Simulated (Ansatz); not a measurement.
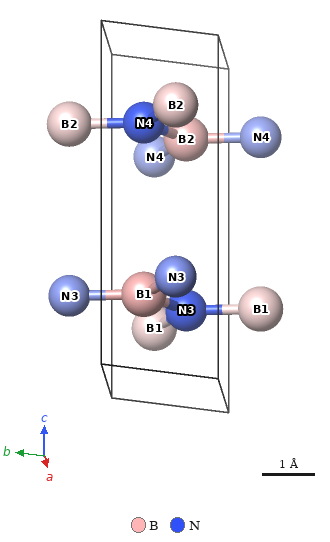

Figure 1. The structure (ball-and-stick view of the cell of the calculation, seen at an oblique angle; neighbours outside the cell are drawn fainter; atoms are numbered from 1 in the order of the input). Near neighbours in the crystal (not all of them lie inside the picture): B has 3 N at 1.44 to 1.45 Å; N has 3 B at 1.44 to 1.45 Å.

**What a change does: band-structure calculation on BN**

System: BN (4 atoms in the cell).
Method of run 1: DFT, r2SCAN, plane waves, PAW, no spin polarisation (Ansatz 0.2.0).

The structure was built on a prototype by a generator. The geometry comes from this level: r2SCAN (a point of a series of strains). Text and figures count atoms from 1; the logs count them from 0 in places.

### Input file, run 1
```yaml
crystal:
  lattice:
    - [2.5008381222, -0.0060020115, 0.0]
    - [-1.2556169555, 2.1687903504, 0.0]
    - [0.0, 0.0, 6.8931397728]
  atoms:
    - { symbol: B, position: [0.3325017823, 0.6666577219, 0.25] }
    - { symbol: B, position: [0.6674982177, 0.3333422781, 0.75] }
    - { symbol: "N", position: [0.6652800069, 0.33331951, 0.25] }
    - { symbol: "N", position: [0.3347199931, 0.66668049, 0.75] }
kpoints:
  mp_grid: { grid: [12, 12, 4] }
  band_path:
    path:
      - [0.0, 0.0, 0.0]
      - [0.5, 0.0, 0.0]
      - [0.3333333333, 0.3333333333, 0.0]
      - [0.0, 0.0, 0.5]
      - [0.5, 0.0, 0.5]
      - [0.3333333333, 0.3333333333, 0.5]
      - [0.3125, 0.307292, 0.0]
      - [0.5, 0.5, 0.0]
    npoints: 1
hamiltonian:
  xc: r2scan
scf:
  occupations: { method: fixed }
  n_extra_bands: 5
output:
  forces: true
  stress: true
  eigenvalues: true
```

Launched with:
```bash
ansatz run input.yaml --threads 4 --pin off --max-ram 3686MiB --backend cpu --events-out ev --progress --plain --runs-dir out
```

Hardware: 4 threads of an x86-64 CPU, shared host.

### Output, shortened to warnings, some set-up lines, iterations and results (run 1)
```
Basis set: ecut = 500 eV, 975 PW (Γ), exchange–correlation on 80×80×216 points (64 copies of the dense FFT grid, shifted against one another)
Symmetry: 4 space group operations
k-points: 222 of 576
Initial density: superposition of atomic densities (neutral atoms: chi_scale 0, normalization atom), corrected by the library's trained network
[...]
SCF iter   1: F=—  HF=-1088.117486 eV  |F-HF|=—  |Δ(HF+E_count)|=         —  Δρ=8.40e-3  dr2=1.90e-2  dr2_τ=6.92e-1  ethr=1.77e-3  ⟨swp⟩=5.2  Hψ=15056  notcnv=0  defer=626
SCF iter   2: F=—  HF=-1088.248598 eV  |F-HF|=—  |Δ(HF+E_count)|=   1.31e-1  Δρ=5.04e-3  dr2=4.18e-3  dr2_τ=2.89e-4  ethr=1.19e-4  ⟨swp⟩=2.1  Hψ=6910  notcnv=0  defer=663
SCF iter   3: F=—  HF=-1088.248357 eV  |F-HF|=—  |Δ(HF+E_count)|=   2.41e-4  Δρ=8.59e-4  dr2=2.15e-4  dr2_τ=1.06e-4  ethr=2.61e-5  ⟨swp⟩=3.0  Hψ=4895  notcnv=0  defer=666
SCF iter   4: F=—  HF=-1088.248332 eV  |F-HF|=—  |Δ(HF+E_count)|=   2.51e-5  Δρ=2.92e-4  dr2=2.31e-5  dr2_τ=1.96e-6  ethr=1.34e-6  ⟨swp⟩=2.0  Hψ=4490  notcnv=0  defer=663
SCF iter   5: F=—  HF=-1088.248326 eV  |F-HF|=—  |Δ(HF+E_count)|=   5.65e-6  Δρ=1.05e-4  dr2=2.47e-6  dr2_τ=2.61e-7  ethr=1.44e-7  ⟨swp⟩=2.0  Hψ=4344  notcnv=0  defer=346
SCF iter   6: F=—  HF=-1088.248327 eV  |F-HF|=—  |Δ(HF+E_count)|=   6.91e-7  Δρ=4.26e-5  dr2=4.56e-7  dr2_τ=9.78e-9  ethr=1.54e-8  ⟨swp⟩=2.0  Hψ=4080  notcnv=0  defer=346
SCF iter   7: F=-1088.248327 eV  HF=-1088.248327 eV  |F-HF|=1.71e-10  |Δ(HF+E_count)|=   4.12e-8  Δρ=5.83e-6  dr2=6.88e-9  dr2_τ=3.88e-10  ethr=6.25e-10  ⟨swp⟩=10.8  Hψ=15568 …
SCF 1 converged in 7 iterations: F = -1088.248327 eV  dr2 = 6.88e-9
NSCF: frozen V_eff on 8 k-points
SCF converged after 7 iterations
Free energy (F): -1088.248327 eV
Harris-Foulkes:  -1088.248327 eV  (|F-HF|=1.71e-10)
Internal energy: -1088.248327 eV  (E = F + TS)
E sigma→0 (E₀):  -1088.248327 eV
Fermi energy:    4.111063 eV
--- Per-component energies (eV) ---
  E_band       = -53.793726
  E_kinetic    = 367.306161
  E_local      = -731.384653  (includes V_loc(G=0)·N_el)
  E_nonlocal   = 114.142303
  E_hartree    = 240.575136
  E_xc         = -182.000044
  E_vxc        = -252.428776  (∫ρ·V_xc dr)
  E_paw        = -419.681551  (= ΣΔE_a)
  E_vpaw       = -47.054343  (= ΣTr[D̂ρ^β])
  E_aug_tail   = 0.000040  (compensation charges beyond the density's cutoff)
  E_vtau       = 14.476100  (kinetic-family band-sum trace: ∫τ·v_τ [+ j·A + Jᵃ·Aᵃ] dr)
  E_ewald      = -477.109706
  E_core_change = -0.096013  (= ΣΔE_core)
  E_smearing   = -0.000000  (= −TS)
  E_closure    = -0.000000  (closes the sum)
  Σ components = -1088.248327   (vs F -1088.248327, Δ=0.00e0)
--- Forces (eV/Å), atoms counted from 1 ---
  atom   1  B     -0.00039927     0.00001548    -0.00000000
  atom   2  B      0.00039927    -0.00001548     0.00000000
  atom   3  N      0.00022713    -0.00001643    -0.00000000
  atom   4  N     -0.00022713     0.00001643     0.00000000
  max |Σ_I F_I| component: 2.71e-20 eV/Å
--- Stress (GPa, compression-positive) ---
        0.024294       1.655742       0.000000
        1.655738       0.031770       0.000000
        0.000000       0.000000      -0.020281
  P = ⅓ Tr σ = 0.0119 GPa (0.119 kbar)
```

For run 2 the input was changed thus:
```diff
-  xc: r2scan
+  xc: pbe
-  occupations: { method: fixed }
+  occupations: { method: fermi_dirac, width: 0.02 }
```

Predict how the results change.

The total energies belong to different methods, so their difference says nothing on which is more stable or more accurate. The gap on the mesh goes from 4.87 to 4.33 eV. The pressure goes from 0.01 to 3.81 GPa. The functional changes from r2SCAN to PBE. The SCF takes 6 iterations against 7. The default cutoff goes from 500 to 420 eV with the change. The plane waves at Γ go from 975 to 725.

### Output, shortened to warnings, some set-up lines, iterations and results (run 2)
```
Basis set: ecut = 420 eV, 725 PW (Γ), exchange–correlation on 36×36×96 points (8 copies of the dense FFT grid, shifted against one another)
Symmetry: 4 space group operations
k-points: 222 of 576
Initial density: superposition of atomic densities (neutral atoms: chi_scale 0, normalization atom), corrected by the library's trained network
[...]
SCF iter   1: F=—  HF=-1084.822909 eV  |F-HF|=—  |Δ(HF+E_count)|=         —  Δρ=1.69e-3  dr2=3.33e-4  ethr=1.77e-3  ⟨swp⟩=6.2  Hψ=17354  notcnv=0
SCF iter   2: F=—  HF=-1084.823989 eV  |F-HF|=—  |Δ(HF+E_count)|=   1.08e-3  Δρ=8.13e-4  dr2=5.59e-5  ethr=2.08e-6  ⟨swp⟩=2.2  Hψ=7167  notcnv=0  defer=167
SCF iter   3: F=—  HF=-1084.824284 eV  |F-HF|=—  |Δ(HF+E_count)|=   2.95e-4  Δρ=3.90e-4  dr2=1.07e-5  ethr=3.49e-7  ⟨swp⟩=2.0  Hψ=4326  notcnv=0  defer=167
SCF iter   4: F=-1084.824381 eV  HF=-1084.824380 eV  |F-HF|=4.50e-7  |Δ(HF+E_count)|=   9.65e-5  Δρ=2.61e-5  dr2=7.20e-8  ethr=6.67e-8  ⟨swp⟩=2.0  Hψ=4415  notcnv=0  defer=167
SCF iter   5: F=-1084.824381 eV  HF=-1084.824381 eV  |F-HF|=6.03e-9  |Δ(HF+E_count)|=   4.77e-7  Δρ=4.38e-6  dr2=4.39e-9  ethr=4.50e-10  ⟨swp⟩=2.0  Hψ=4439  notcnv=0  …
SCF iter   6: F=-1084.824381 eV  HF=-1084.824381 eV  |F-HF|=6.14e-11  |Δ(HF+E_count)|=   7.89e-9  Δρ=4.30e-7  dr2=3.82e-11  ethr=2.75e-11  ⟨swp⟩=4.1  Hψ=11315  notcnv=0
SCF 1 converged in 6 iterations: F = -1084.824381 eV  dr2 = 3.82e-11
NSCF: frozen V_eff on 8 k-points
SCF converged after 6 iterations
Free energy (F): -1084.824381 eV
Harris-Foulkes:  -1084.824381 eV  (|F-HF|=6.14e-11)
Internal energy: -1084.824381 eV  (E = F + TS)
E sigma→0 (E₀):  -1084.824381 eV
Fermi energy:    6.562705 eV
--- Per-component energies (eV) ---
  E_band       = -43.957851
  E_kinetic    = 367.164382
  E_local      = -732.644316  (includes V_loc(G=0)·N_el)
  E_nonlocal   = 115.733332
  E_hartree    = 240.202818
  E_xc         = -184.485233
  E_vxc        = -228.876946  (∫ρ·V_xc dr)
  E_paw        = -413.685859  (= ΣΔE_a)
  E_vpaw       = -45.740238  (= ΣTr[D̂ρ^β])
  E_aug_tail   = 0.000202  (compensation charges beyond the density's cutoff)
  E_ewald      = -477.109706
  E_smearing   = -0.000000  (= −TS)
  E_closure    = -0.000000  (closes the sum)
  Σ components = -1084.824381   (vs F -1084.824381, Δ=0.00e0)
--- Forces (eV/Å), atoms counted from 1 ---
  atom   1  B      0.00383265    -0.00000090    -0.00000000
  atom   2  B     -0.00383265     0.00000090     0.00000000
  atom   3  N     -0.00399824     0.00000179    -0.00000000
  atom   4  N      0.00399824    -0.00000179     0.00000000
  max |Σ_I F_I| component: 0.00e0 eV/Å
--- Stress (GPa, compression-positive) ---
        4.758588       1.590381       0.000000
        1.590385       4.765571       0.000000
        0.000000       0.000000       1.894458
  P = ⅓ Tr σ = 3.8062 GPa (38.062 kbar)
```

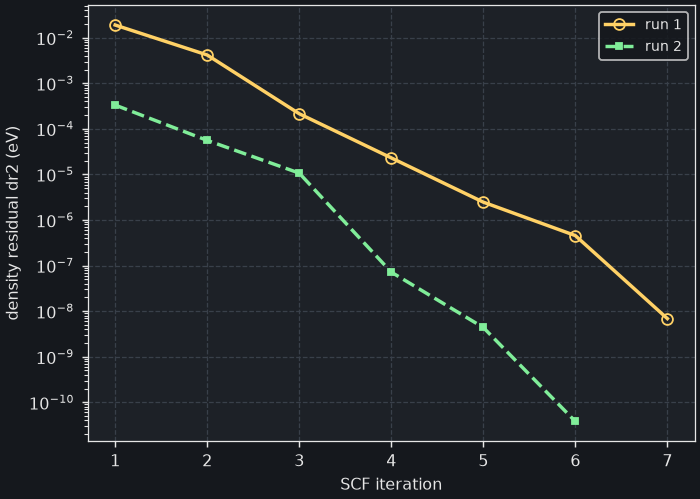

Figure 2. Convergence of the two runs: density residual dr2 against the SCF iteration. Run 1 takes 7 iterations in all, and run 2 takes 6.

### The two runs side by side

| quantity | run 1 | run 2 |
| --- | --- | --- |
| outcome | converged | converged |
| free energy per atom (eV) | −272.0621 | −271.2061 |
| gap on the mesh (eV) | 4.87 | 4.33 |
| pressure (GPa) | 0.01 | 3.81 |
| largest force (eV/Å) | 0.000 | 0.004 |
| SCF iterations | 7 | 6 |
| irreducible k-points | 222 | 222 |
| plane waves at Γ | 975 | 725 |
| wall time (shared host) | 9.6 s | 5.1 s |
